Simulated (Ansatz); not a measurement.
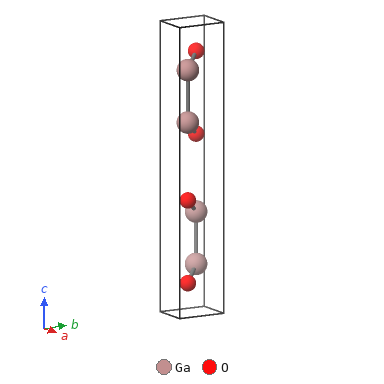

System: GaO, space group P6_3/mmc (No. 194) (cell built by us, not taken from a database). The picture shows the conventional cell.

Input of the run:
```
crystal:
  lattice:
    - [3.1046628427, 0.0, 0.0]
    - [-1.5523314213, 2.688716892, 0.0]
    - [0.0, 0.0, 13.9146021099]
  atoms:
    - { symbol: Ga, position: [0.3333333333, 0.6666666667, 0.1599723233] }
    - { symbol: Ga, position: [0.6666666667, 0.3333333333, 0.6599723233] }
    - { symbol: Ga, position: [0.3333333333, 0.6666666667, 0.3400276767] }
    - { symbol: Ga, position: [0.6666666667, 0.3333333333, 0.8400276767] }
    - { symbol: O, position: [0.3333333333, 0.6666666667, 0.6076662279] }
    - { symbol: O, position: [0.6666666667, 0.3333333333, 0.1076662279] }
    - { symbol: O, position: [0.3333333333, 0.6666666667, 0.8923337721] }
    - { symbol: O, position: [0.6666666667, 0.3333333333, 0.3923337721] }
basis:
  ecutwfc: 420
kpoints:
  mp_grid: { grid: [12, 12, 2] }
hamiltonian:
  xc: pbe
scf:
  occupations: { method: fixed }
output:
  eigenvalues: true
phonons:
  method: dfpt
  dielectric: true
  rigid_motions: translations
  eigenvectors: true
```

Run as:
```bash
ansatz run input.yaml --threads 2 --pin off --max-ram 6144MiB --backend cpu --events-out ev --progress --plain --runs-dir out
```

Calculation (Ansatz 0.2.0): infrared-active and silent optical phonons at the zone centre of an insulator with atoms at rest in the given cell, intensity summed over the level, zero macroscopic field, imaginary frequencies are negative, field response on a mesh refined by the program; PAW. Level: PBE, no spin polarisation.

- wave cutoff: 420 eV
- k mesh: 12×12×2
- occupations: fixed
- pressure: 0 GPa

What does the calculation give for the infrared spectrum of the zone-centre phonons?

The strongest infrared line is at 451.5 cm⁻¹, followed by 402.6 (14 % of it).

```json
{"frequency (cm⁻¹)": "19.0", "degeneracy": "1", "infrared ((D/Å)²/amu)": "0"}
{"frequency (cm⁻¹)": "21.9", "degeneracy": "2", "infrared ((D/Å)²/amu)": "0"}
{"frequency (cm⁻¹)": "74.8", "degeneracy": "2", "infrared ((D/Å)²/amu)": "0"}
{"frequency (cm⁻¹)": "77.6", "degeneracy": "2", "infrared ((D/Å)²/amu)": "0"}
{"frequency (cm⁻¹)": "196.2", "degeneracy": "1", "infrared ((D/Å)²/amu)": "0"}
{"frequency (cm⁻¹)": "197.5", "degeneracy": "1", "infrared ((D/Å)²/amu)": "0"}
{"frequency (cm⁻¹)": "402.6", "degeneracy": "1", "infrared ((D/Å)²/amu)": "11.8"}
{"frequency (cm⁻¹)": "451.3", "degeneracy": "2", "infrared ((D/Å)²/amu)": "0"}
{"frequency (cm⁻¹)": "451.5", "degeneracy": "2", "infrared ((D/Å)²/amu)": "84.4"}
{"frequency (cm⁻¹)": "452.0", "degeneracy": "2", "infrared ((D/Å)²/amu)": "0"}
{"frequency (cm⁻¹)": "452.2", "degeneracy": "2", "infrared ((D/Å)²/amu)": "0"}
{"frequency (cm⁻¹)": "477.4", "degeneracy": "1", "infrared ((D/Å)²/amu)": "0"}
{"frequency (cm⁻¹)": "487.2", "degeneracy": "1", "infrared ((D/Å)²/amu)": "0"}
{"frequency (cm⁻¹)": "490.7", "degeneracy": "1", "infrared ((D/Å)²/amu)": "0"}
```

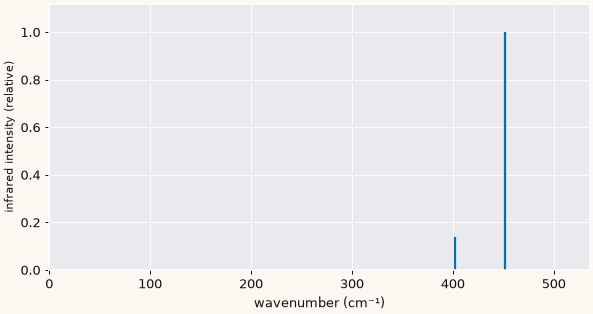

The spectrum is scaled to its strongest line. These are zero-field (TO) frequencies; inactive modes don't show.

Caveats: field response not converged on the k mesh; weakly bound, no dispersion correction.
